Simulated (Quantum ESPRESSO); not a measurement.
Band-structure run of Ba

Ba (Im-3m, 1 atom in the cell), computed with Kohn-Sham DFT of a periodic cell, AM05, SG15 PBE 1.2, no spin polarisation (Quantum ESPRESSO 7.5).

The structure derives from an entry of the Crystallography Open Database.

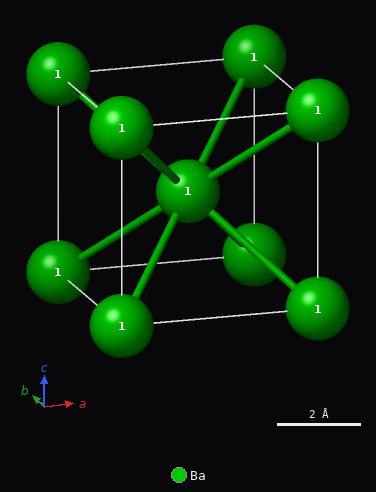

Figure 1. The structure as given in the input (ball-and-stick view of the cell 2 times as large as that of the calculation, set on its symmetry axes, seen slightly off an axis; atoms are numbered from 1 in the order of the input). An atom can appear more than once, as a periodic image.

Input:
```
&CONTROL
  calculation = 'scf'
  prefix = 'pwscf'
  outdir = './tmp'
  pseudo_dir = './pseudo'
  tprnfor = .true.
  tstress = .true.
  disk_io = 'low'
/
&SYSTEM
  ibrav = 0
  A = 4.34138535
  nat = 1
  ntyp = 1
  ecutwfc = 44
  nbnd = 10
  input_dft = 'XC-000I-000I-120L-135L-000I-000I'
  occupations = 'smearing'
  smearing = 'fd'
  degauss = 0.00367493
/
&ELECTRONS
  conv_thr = 2d-10
  electron_maxstep = 120
  mixing_beta = 0.5
/
ATOMIC_SPECIES
Ba   137.3270 Ba_ONCV_PBE-1.2.upf
CELL_PARAMETERS alat
  -0.5773502691    0.5773502691    0.5773502691
   0.5773502691   -0.5773502691    0.5773502691
   0.5773502691    0.5773502691   -0.5773502691
ATOMIC_POSITIONS alat
Ba     0.0000000000    0.0000000000    0.0000000000
K_POINTS automatic
8 8 8 0 0 0
```

File bands.in:
```
&CONTROL
  calculation = 'bands'
  prefix = 'pwscf'
  outdir = './tmp'
  pseudo_dir = './pseudo'
  disk_io = 'low'
  verbosity = 'high'
/
&SYSTEM
  ibrav = 0
  A = 4.34138535
  nat = 1
  ntyp = 1
  ecutwfc = 44
  nbnd = 10
  input_dft = 'XC-000I-000I-120L-135L-000I-000I'
  occupations = 'smearing'
  smearing = 'fd'
  degauss = 0.00367493
/
&ELECTRONS
  conv_thr = 1d-08
  electron_maxstep = 120
  mixing_beta = 0.5
  diago_full_acc = .true.
  startingwfc = 'random'
/
ATOMIC_SPECIES
Ba   137.3270 Ba_ONCV_PBE-1.2.upf
CELL_PARAMETERS alat
  -0.5773502691    0.5773502691    0.5773502691
   0.5773502691   -0.5773502691    0.5773502691
   0.5773502691    0.5773502691   -0.5773502691
ATOMIC_POSITIONS alat
Ba     0.0000000000    0.0000000000    0.0000000000
K_POINTS crystal
60
 0.0000000000  0.0000000000  0.0000000000 1
 0.0416666667 -0.0416666667  0.0416666667 1
 0.0833333333 -0.0833333333  0.0833333333 1
 0.1250000000 -0.1250000000  0.1250000000 1
 0.1666666667 -0.1666666667  0.1666666667 1
 0.2083333333 -0.2083333333  0.2083333333 1
 0.2500000000 -0.2500000000  0.2500000000 1
 0.2916666667 -0.2916666667  0.2916666667 1
 0.3333333333 -0.3333333333  0.3333333333 1
 0.3750000000 -0.3750000000  0.3750000000 1
 0.4166666667 -0.4166666667  0.4166666667 1
 0.4583333333 -0.4583333333  0.4583333333 1
 0.5000000000 -0.5000000000  0.5000000000 1
 0.4375000000 -0.4375000000  0.5000000000 1
 0.3750000000 -0.3750000000  0.5000000000 1
 0.3125000000 -0.3125000000  0.5000000000 1
 0.2500000000 -0.2500000000  0.5000000000 1
 0.1875000000 -0.1875000000  0.5000000000 1
 0.1250000000 -0.1250000000  0.5000000000 1
 0.0625000000 -0.0625000000  0.5000000000 1
 0.0000000000  0.0000000000  0.5000000000 1
 0.0000000000  0.0000000000  0.4444444444 1
 0.0000000000  0.0000000000  0.3888888889 1
 0.0000000000  0.0000000000  0.3333333333 1
 0.0000000000  0.0000000000  0.2777777778 1
 0.0000000000  0.0000000000  0.2222222222 1
 0.0000000000  0.0000000000  0.1666666667 1
 0.0000000000  0.0000000000  0.1111111111 1
 0.0000000000  0.0000000000  0.0555555556 1
 0.0000000000  0.0000000000  0.0000000000 1
 0.0227272727  0.0227272727  0.0227272727 1
 0.0454545455  0.0454545455  0.0454545455 1
 0.0681818182  0.0681818182  0.0681818182 1
 0.0909090909  0.0909090909  0.0909090909 1
 0.1136363636  0.1136363636  0.1136363636 1
 0.1363636364  0.1363636364  0.1363636364 1
 0.1590909091  0.1590909091  0.1590909091 1
 0.1818181818  0.1818181818  0.1818181818 1
 0.2045454545  0.2045454545  0.2045454545 1
 0.2272727273  0.2272727273  0.2272727273 1
 0.2500000000  0.2500000000  0.2500000000 1
 0.2708333333  0.1875000000  0.2708333333 1
 0.2916666667  0.1250000000  0.2916666667 1
 0.3125000000  0.0625000000  0.3125000000 1
 0.3333333333  0.0000000000  0.3333333333 1
 0.3541666667 -0.0625000000  0.3541666667 1
 0.3750000000 -0.1250000000  0.3750000000 1
 0.3958333333 -0.1875000000  0.3958333333 1
 0.4166666667 -0.2500000000  0.4166666667 1
 0.4375000000 -0.3125000000  0.4375000000 1
 0.4583333333 -0.3750000000  0.4583333333 1
 0.4791666667 -0.4375000000  0.4791666667 1
 0.5000000000 -0.5000000000  0.5000000000 1
 0.2500000000  0.2500000000  0.2500000000 1
 0.2083333333  0.2083333333  0.2916666667 1
 0.1666666667  0.1666666667  0.3333333333 1
 0.1250000000  0.1250000000  0.3750000000 1
 0.0833333333  0.0833333333  0.4166666667 1
 0.0416666667  0.0416666667  0.4583333333 1
 0.0000000000  0.0000000000  0.5000000000 1
```

Command:
```bash
OMP_NUM_THREADS=1 pw.x -in pw.in > pw.out
OMP_NUM_THREADS=1 pw.x -in bands.in > bands.out
```

Output:
```
This program is part of the open-source Quantum ESPRESSO suite
     for quantum simulation of materials; please cite
         "P. Giannozzi et al., J. Phys.:Condens. Matter 21 395502 (2009);
         "P. Giannozzi et al., J. Phys.:Condens. Matter 29 465901 (2017);
         "P. Giannozzi et al., J. Chem. Phys. 152 154105 (2020);
          URL
     in publications or presentations arising from this work. More details at

     IMPORTANT: XC functional enforced from input :
     Exchange-correlation= XC-000I-000I-120L-135L-000I-000I
                           (   0   0 120 135   0   0   0)
     Any further DFT definition will be discarded
     Please, verify this is what you really want

     Message from routine setup:
     using ibrav=0 with symmetry is DISCOURAGED, use correct ibrav instead

     G-vector sticks info
     --------------------
     sticks:   dense  smooth     PW     G-vecs:    dense   smooth      PW
     Sum         889     889    307                16757    16757    3367

     Using Slab Decomposition

     bravais-lattice index     =            0
     lattice parameter (alat)  =       8.2040  a.u.
     unit-cell volume          =     425.0693 (a.u.)^3
     number of atoms/cell      =            1
     number of atomic types    =            1
     number of electrons       =        10.00
     number of Kohn-Sham states=           10
     kinetic-energy cutoff     =      44.0000  Ry
     charge density cutoff     =     176.0000  Ry
     scf convergence threshold =      2.0E-10
     mixing beta               =       0.5000
     number of iterations used =            8  plain     mixing
     Exchange-correlation= XC-000I-000I-120L-135L-000I-000I
                           (   0   0 120 135   0   0   0)

     celldm(1)=   8.204029  celldm(2)=   0.000000  celldm(3)=   0.000000
     celldm(4)=   0.000000  celldm(5)=   0.000000  celldm(6)=   0.000000

     crystal axes: (cart. coord. in units of alat)
               a(1) = (  -0.577350   0.577350   0.577350 )
               a(2) = (   0.577350  -0.577350   0.577350 )
               a(3) = (   0.577350   0.577350  -0.577350 )

     reciprocal axes: (cart. coord. in units 2 pi/alat)
               b(1) = (  0.000000  0.866025  0.866025 )
               b(2) = (  0.866025  0.000000  0.866025 )
               b(3) = (  0.866025  0.866025  0.000000 )

     PseudoPot. # 1 for Ba read from file:
     Ba_ONCV_PBE-1.2.upf
     Pseudo is Norm-conserving, Zval = 10.0
     Generated using ONCVPSP code by D. R. Hamann
     Using radial grid of  602 points,  8 beta functions with:
                l(1) =   0
                l(2) =   0
                l(3) =   1
                l(4) =   1
                l(5) =   2
                l(6) =   2
                l(7) =   3
                l(8) =   3

     atomic species   valence    mass     pseudopotential
     Ba               10.00   137.32700     Ba( 1.00)

     48 Sym. Ops., with inversion, found

   Cartesian axes

     site n.     atom                  positions (alat units)
         1        Ba     tau(   1) = (   0.0000000   0.0000000   0.0000000  )

     number of k points=    29  Fermi-Dirac smearing, width (Ry)=  0.0037
                       cart. coord. in units 2pi/alat
        k(    1) = (   0.0000000   0.0000000   0.0000000), wk =   0.0039062
        k(    2) = (   0.1082532   0.1082532   0.0000000), wk =   0.0468750
        k(    3) = (   0.2165064   0.2165064   0.0000000), wk =   0.0468750
        k(    4) = (   0.3247595   0.3247595   0.0000000), wk =   0.0468750
        k(    5) = (  -0.4330127  -0.4330127   0.0000000), wk =   0.0234375
        k(    6) = (   0.2165064   0.1082532   0.1082532), wk =   0.0937500
        k(    7) = (   0.3247595   0.2165064   0.1082532), wk =   0.1875000
        k(    8) = (   0.4330127   0.3247595   0.1082532), wk =   0.1875000
        k(    9) = (   0.4330127   0.2165064   0.2165064), wk =   0.0937500
        k(   10) = (   0.5412659   0.3247595   0.2165064), wk =   0.0937500
        k(   11) = (   0.2165064   0.2165064   0.2165064), wk =   0.0312500
        k(   12) = (   0.3247595   0.3247595   0.2165064), wk =   0.0937500
        k(   13) = (   0.4330127   0.4330127   0.2165064), wk =   0.0468750
        k(   14) = (   0.0000000   0.0000000   0.2165064), wk =   0.0234375
        k(   15) = (   0.4330127   0.3247595   0.3247595), wk =   0.0937500
        k(   16) = (   0.0000000  -0.1082532   0.3247595), wk =   0.0937500
        k(   17) = (  -0.0000000  -0.2165064   0.4330127), wk =   0.0937500
        k(   18) = (   0.1082532  -0.1082532   0.4330127), wk =   0.0937500
        k(   19) = (  -0.8660254  -0.3247595  -0.3247595), wk =   0.0468750
        k(   20) = (  -0.7577722  -0.2165064  -0.3247595), wk =   0.1875000
        k(   21) = (  -0.6495191  -0.2165064  -0.2165064), wk =   0.0312500
        k(   22) = (   0.4330127   0.4330127   0.4330127), wk =   0.0078125
        k(   23) = (   0.0000000   0.0000000   0.4330127), wk =   0.0234375
        k(   24) = (  -0.0000000  -0.1082532   0.5412659), wk =   0.0937500
        k(   25) = (  -0.8660254  -0.2165064  -0.2165064), wk =   0.0468750
        k(   26) = (  -0.7577722  -0.1082532  -0.2165064), wk =   0.0937500
        k(   27) = (  -0.0000000  -0.0000000   0.6495191), wk =   0.0234375
        k(   28) = (  -0.8660254  -0.1082532  -0.1082532), wk =   0.0468750
        k(   29) = (  -0.8660254  -0.8660254  -0.8660254), wk =   0.0039062

     Dense  grid:    16757 G-vectors     FFT dimensions: (  36,  36,  36)

     WARNING: libxc functional with ID  120 depends
      on external parameters: check the user_guide of
      QE if you need to modify them or to check their
      default values.

     WARNING: libxc functional with ID  135 depends
      on external parameters: check the user_guide of
      QE if you need to modify them or to check their
      default values.

     Initial potential from superposition of free atoms

     starting charge       9.6082, renormalised to      10.0000
     Starting wfcs are random

     Self-consistent Calculation

     iteration #  1     ecut=    44.00 Ry     beta= 0.50
     Davidson diagonalization with overlap
     ethr =  1.00E-02,  avg # of iterations =  8.1

     Threshold (ethr) on eigenvalues was too large:
     Diagonalizing with lowered threshold

     Davidson diagonalization with overlap
     ethr =  8.75E-04,  avg # of iterations =  1.3

     total energy              =     -51.35030719 Ry
     estimated scf accuracy    <       0.08500637 Ry

     iteration #  2     ecut=    44.00 Ry     beta= 0.50
     Davidson diagonalization with overlap
     ethr =  8.50E-04,  avg # of iterations =  2.0

     total energy              =     -51.35816795 Ry
     estimated scf accuracy    <       0.00568972 Ry

     iteration #  3     ecut=    44.00 Ry     beta= 0.50
     Davidson diagonalization with overlap
     ethr =  5.69E-05,  avg # of iterations =  6.5

     total energy              =     -51.35954066 Ry
     estimated scf accuracy    <       0.00030625 Ry

     iteration #  4     ecut=    44.00 Ry     beta= 0.50
     Davidson diagonalization with overlap
     ethr =  3.06E-06,  avg # of iterations =  9.2

     total energy              =     -51.35982856 Ry
     estimated scf accuracy    <       0.00000200 Ry

     iteration #  5     ecut=    44.00 Ry     beta= 0.50
     Davidson diagonalization with overlap
     ethr =  2.00E-08,  avg # of iterations =  5.3

     total energy              =     -51.35983716 Ry
     estimated scf accuracy    <       0.00000015 Ry

     iteration #  6     ecut=    44.00 Ry     beta= 0.50
     Davidson diagonalization with overlap
     ethr =  1.53E-09,  avg # of iterations =  4.2

     total energy              =     -51.35983724 Ry
     estimated scf accuracy    <          3.1E-09 Ry

     iteration #  7     ecut=    44.00 Ry     beta= 0.50
     Davidson diagonalization with overlap
     ethr =  3.11E-11,  avg # of iterations =  4.4

     End of self-consistent calculation

          k = 0.0000 0.0000 0.0000 (  2123 PWs)   bands (ev):

   -22.9951  -7.9332  -7.9332  -7.9332   3.0044   7.6247   7.6247   7.6247
     9.0555   9.0556

          k = 0.1083 0.1083 0.0000 (  2096 PWs)   bands (ev):

   -22.9887  -8.0069  -7.9559  -7.9337   3.2922   7.3857   7.4465   7.9067
     8.7212   9.0003

          k = 0.2165 0.2165 0.0000 (  2090 PWs)   bands (ev):

   -22.9732  -8.1776  -8.0098  -7.9348   4.0181   6.9073   6.9403   8.7173
     8.7773   9.0194

          k = 0.3248 0.3248 0.0000 (  2094 PWs)   bands (ev):

   -22.9575  -8.3391  -8.0627  -7.9360   4.6984   6.5961   6.7443   9.0336
     9.2864   9.9383

          k =-0.4330-0.4330 0.0000 (  2098 PWs)   bands (ev):

   -22.9510  -8.4037  -8.0843  -7.9365   4.8752   6.4720   6.9899   9.0176
     9.6120  10.4005

          k = 0.2165 0.1083 0.1083 (  2102 PWs)   bands (ev):

   -22.9777  -8.1240  -7.9829  -7.9508   3.8105   7.0221   7.0821   8.4832
     8.4860   9.2181

          k = 0.3248 0.2165 0.1083 (  2099 PWs)   bands (ev):

   -22.9621  -8.2707  -8.0487  -7.9586   4.5974   6.5681   6.7468   8.6397
     9.4498   9.5094

          k = 0.4330 0.3248 0.1083 (  2094 PWs)   bands (ev):

   -22.9511  -8.3675  -8.1004  -7.9610   5.0563   6.4788   6.7345   8.8409
     9.5853  10.6544

          k = 0.4330 0.2165 0.2165 (  2105 PWs)   bands (ev):

   -22.9511  -8.3188  -8.1315  -7.9830   5.3257   6.2497   6.6324   8.8003
     9.4369  10.5073

          k = 0.5413 0.3248 0.2165 (  2107 PWs)   bands (ev):

   -22.9465  -8.3173  -8.1912  -7.9890   5.6259   6.3339   6.4697   8.9538
     9.5015  10.4227

          k = 0.2165 0.2165 0.2165 (  2091 PWs)   bands (ev):

   -22.9661  -8.2446  -7.9918  -7.9918   4.4802   6.6049   6.6049   9.1000
     9.1000   9.5240

          k = 0.3248 0.3248 0.2165 (  2095 PWs)   bands (ev):

   -22.9544  -8.3175  -8.0792  -8.0009   5.2470   6.3757   6.4214   9.2568
     9.4822  10.4948

          k = 0.4330 0.4330 0.2165 (  2080 PWs)   bands (ev):

   -22.9496  -8.3352  -8.1274  -8.0046   5.4565   6.3050   6.6817   9.2763
     9.6622  10.4766

          k = 0.0000 0.0000 0.2165 (  2078 PWs)   bands (ev):

   -22.9825  -8.0283  -7.9792  -7.9792   3.5678   7.4735   7.4735   7.8929
     7.9166   9.4328

          k = 0.4330 0.3248 0.3248 (  2097 PWs)   bands (ev):

   -22.9490  -8.2808  -8.1586  -8.0460   5.8840   6.2620   6.3955   9.4866
     9.5908   9.9934

          k = 0.0000-0.1083 0.3248 (  2086 PWs)   bands (ev):

   -22.9676  -8.1730  -8.0344  -7.9898   4.2660   6.8760   7.1744   7.8991
     8.6042   9.6169

          k =-0.0000-0.2165 0.4330 (  2100 PWs)   bands (ev):

   -22.9525  -8.3228  -8.0886  -7.9875   4.9484   6.4974   6.8669   8.2292
     9.5707   9.8258

          k = 0.1083-0.1083 0.4330 (  2095 PWs)   bands (ev):

   -22.9532  -8.2668  -8.1042  -8.0178   4.9740   6.3613   7.1170   8.0083
     9.2089   9.6467

          k =-0.8660-0.3248-0.3248 (  2110 PWs)   bands (ev):

   -22.9463  -8.3831  -8.1107  -7.9862   5.1311   6.6141   6.7526   8.1409
     9.8471  10.9731

          k =-0.7578-0.2165-0.3248 (  2101 PWs)   bands (ev):

   -22.9429  -8.3344  -8.1664  -8.0197   5.4772   6.1978   6.8075   8.2386
     9.4321  10.8102

          k =-0.6495-0.2165-0.2165 (  2103 PWs)   bands (ev):

   -22.9389  -8.2734  -8.2734  -8.0243   6.0429   6.0430   6.2622   9.0640
     9.0643  10.4812

          k = 0.4330 0.4330 0.4330 (  2112 PWs)   bands (ev):

   -22.9481  -8.1697  -8.1697  -8.1697   6.2914   6.2914   6.2914   9.3298
     9.7151   9.7151

          k = 0.0000 0.0000 0.4330 (  2070 PWs)   bands (ev):

   -22.9540  -8.1869  -8.0929  -8.0929   4.8614   6.4922   7.6106   7.6106
     8.6580   9.3661

          k =-0.0000-0.1083 0.5413 (  2081 PWs)   bands (ev):

   -22.9404  -8.2836  -8.1500  -8.1072   5.4187   5.9905   7.6147   7.8123
     9.2208   9.6296

          k =-0.8660-0.2165-0.2165 (  2084 PWs)   bands (ev):

   -22.9348  -8.3326  -8.1733  -8.1027   5.5412   5.9425   7.5540   7.6095
     9.9930  10.7851

          k =-0.7578-0.1083-0.2165 (  2081 PWs)   bands (ev):

   -22.9314  -8.2945  -8.2288  -8.1220   5.6598   5.6890   7.3159   8.6502
     9.2679  10.7802

          k =-0.0000-0.0000 0.6495 (  2062 PWs)   bands (ev):

   -22.9283  -8.2558  -8.2101  -8.2101   5.4908   5.5563   8.4899   8.4899
     8.9490   9.7602

          k =-0.8660-0.1083-0.1083 (  2076 PWs)   bands (ev):

   -22.9232  -8.2811  -8.2345  -8.2144   5.3896   5.4246   8.5391   8.7459
     9.8758  10.6233

          k =-0.8660-0.8660-0.8660 (  2046 PWs)   bands (ev):

   -22.9184  -8.2594  -8.2594  -8.2594   5.2355   5.2355   9.7992   9.7993
     9.7994  10.5613

     the Fermi energy is     5.7514 ev

!    total energy              =     -51.35983725 Ry
     estimated scf accuracy    <          1.5E-10 Ry
     smearing contrib. (-TS)   =      -0.00059057 Ry
     internal energy E=F+TS    =     -51.35924668 Ry

     The total energy is F=E-TS. E is the sum of the following terms:
     one-electron contribution =     -14.66974363 Ry
     hartree contribution      =       8.89493033 Ry
     xc contribution           =      -7.16832708 Ry
     ewald contribution        =     -38.41610630 Ry

     convergence has been achieved in   7 iterations

     Forces acting on atoms (cartesian axes, Ry/au):

     atom    1 type  1   force =     0.00000000    0.00000000    0.00000000

     Total force =     0.000000     Total SCF correction =     0.000000

     Computing stress (Cartesian axis) and pressure

          total   stress  (Ry/bohr**3)                   (kbar)     P=       -3.26
  -0.00002218   0.00000000   0.00000000           -3.26        0.00        0.00
   0.00000000  -0.00002218   0.00000000            0.00       -3.26        0.00
   0.00000000   0.00000000  -0.00002218            0.00        0.00       -3.26

=------------------------------------------------------------------------------=
   JOB DONE.
=------------------------------------------------------------------------------=
```

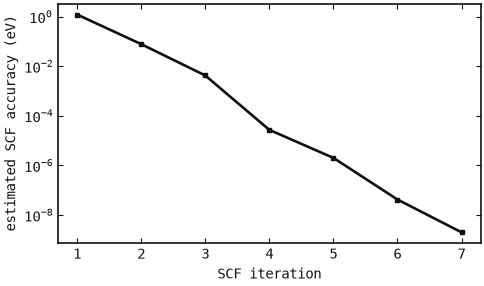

Figure 2. Convergence of the self-consistent field: estimated SCF accuracy against the iteration. The field takes 7 iterations in all.

Key numbers:

```tsv
quantity	value
outcome	converged
space group (tolerance 0.01 Å)	Im-3m (229)
electrons treated	10
free energy	−698.7862 eV
Fermi energy	5.751 eV
gap on the k-point mesh	none (metallic)
pressure	−0.33 GPa
largest force (length of the vector)	under 0.001 eV/Å
hardware	1 thread of Arm Neoverse V1, 24 GiB of memory available, shared host
wall time	50 s
peak memory	0.09 GiB
```

Notes:

Further notes kept with the run: potentials made for another functional; eigenvalues not converged. Points of doubt noted for this run: potentials made for another functional.
